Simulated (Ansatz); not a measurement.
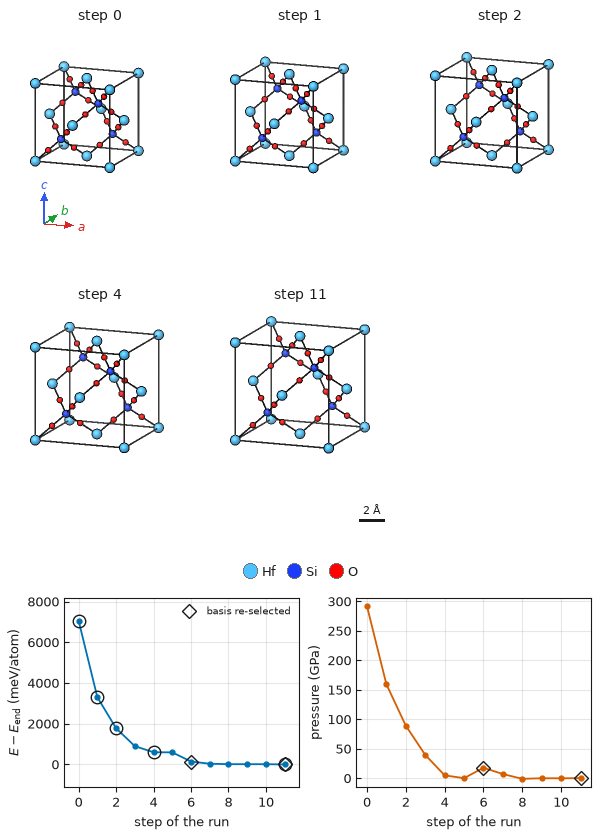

Frames of a relaxation of a crystal of HfSiO4 (a generated structure, set up in F-43m) (coarse preliminary run), marked on the history of the run. Style: ball-and-stick. Shown: the conventional cell (4 times the calculation's cell), slightly off an axis. Lengths and directions refer to the drawn axes.

Method: DFT PBE, scalar-relativistic, plane waves, PAW in Ansatz 0.2.0.

The input:
```yaml
crystal:
  lattice:
    - [0.0, 3.28791324, 3.28791324]
    - [3.28791324, 0.0, 3.28791324]
    - [3.28791324, 3.28791324, 0.0]
  atoms:
    - { symbol: Hf, position: [0.0, 0.0, 0.0] }
    - { symbol: Si, position: [0.75, 0.75, 0.75] }
    - { symbol: O, position: [0.875, 0.375, 0.875] }
    - { symbol: O, position: [0.875, 0.875, 0.375] }
    - { symbol: O, position: [0.875, 0.875, 0.875] }
    - { symbol: O, position: [0.375, 0.875, 0.875] }
basis:
  ecutwfc: 420
kpoints:
  mp_grid: { grid: [4, 4, 4] }
hamiltonian:
  xc: pbe
scf:
  occupations: { method: gaussian, width: 0.1 }
  lower_state_search: "off"
output:
  forces: true
  stress: true
  eigenvalues: true
relax:
  adjacent_minimum: "off"
  f_tol: 0.04
  max_steps: 70
  cell: { stress_tol: 0.4 }
```

Launched with:
```bash
ansatz run input.yaml --threads 1 --pin off --max-ram 2560MiB --backend cpu --events-out ev --progress --plain --runs-dir out
```

> What happens along the run?

The energy falls by 7069 meV per atom in 9 accepted moves (11 points after the start). The largest force component goes from 22 to 0.00039 eV/Å. The pressure goes from 291.95 to 0.30 GPa. The SCF was repeated twice at an unchanged geometry on a basis and grid sized afresh for the cell, which shifted the energy by 451 meV per atom at most. The largest moves relative to the cell, 0.15 Å, are those of O3, O4, O5 and O6. O4 goes along [1 1 1]. Si and Hf stay in place. The volume changes by +97.4 %, with a = b = c 6.576 → 8.248 Å (+25.4 %). Some distances before and after: Hf1–Si2 2.847 → 3.572 Å, Hf1–O3 1.424 → 1.940 Å, Si2–O3 1.424 → 1.631 Å. The space group stays F-43m (No. 216). From step 0 to 1: O atoms move most (0.10 Å), volume +15.3 %, energy −3766 meV per atom. From step 1 to 2: volume +14.6 %, energy −1523 meV per atom. From step 2 to 4: O atoms move most (0.03 Å), volume +29.1 %, energy −1181 meV per atom. From step 4 to 11: volume +15.7 %, energy −599 meV per atom.

```tsv
step	E − E(0), meV/atom	largest force component, eV/Å	pressure, GPa	volume, Å³/atom	note
0	0.00	22.3812	291.95	11.848	
1	-3766.44	3.5494	159.52	13.666	
2	-5289.35	2.2150	89.20	15.662	
3	-6169.56	1.0468	39.74	17.902	
4	-6470.79	0.1870	5.01	20.217	
5	-6474.81	0.0376	0.23	20.603	
6	-6926.23	0.3024	17.89	20.603	same geometry, new basis
7	-7033.96	0.2436	7.22	22.073	
8	-7054.85	0.1561	-0.91	23.560	
9	-7056.72	0.0555	0.09	23.366	
10	-7056.68	0.0016	0.00	23.383	
11	-7069.35	0.0004	0.30	23.383	same geometry, new basis
```
